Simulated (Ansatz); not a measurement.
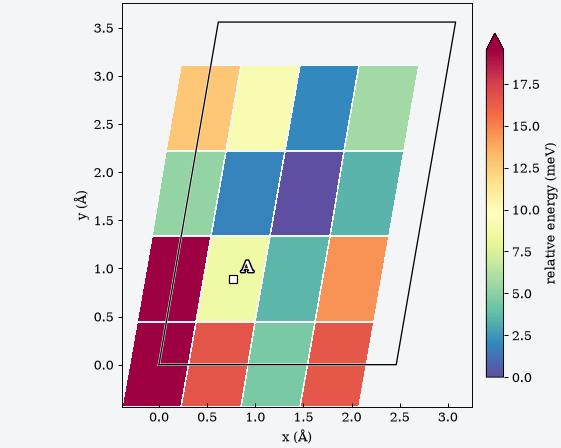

N₂ on a C(111) slab cut from the Fmmm phase, its upper half relaxed before the scan (12 atoms of substrate and one adsorbate in a 2 × 1 cell). 
- N2 is moved over the surface cell at a fixed height above a rigid substrate; the origin of the map has the adsorbate above C11; the height is held at 3.10 Å.
- Places are given modulo a cell vector. The map is drawn in real space over the plane of the surface.
- The grid has 4 × 4 points.
- Places are given in fractions of the 1 × 1 surface cell.
- Energies: meV, counted from the lowest grid point.
- At a fixed height the lowest place need not be the adsorption site.
- Computed with DFT PBE+D3(BJ), scalar-relativistic, plane waves, PAW in Ansatz 0.2.0. Settings: cutoff 420 eV, k-mesh 6×8×1, gaussian smearing 0.05 eV, no spin polarisation.

Drawn: one coloured cell a grid point, the outline of one cell of the plane, one colour for all values above the top of the scale, the point A.

### Is A at rest? If not, where is it pushed?

A, at (1/4, 1/4) of the cell vectors, is not a stationary point. The computed force is 0.022 eV/Å in the plane, pointing up and right in the picture (components 0.020 and 0.009 eV/Å).

PAW datasets: the set soft_1.
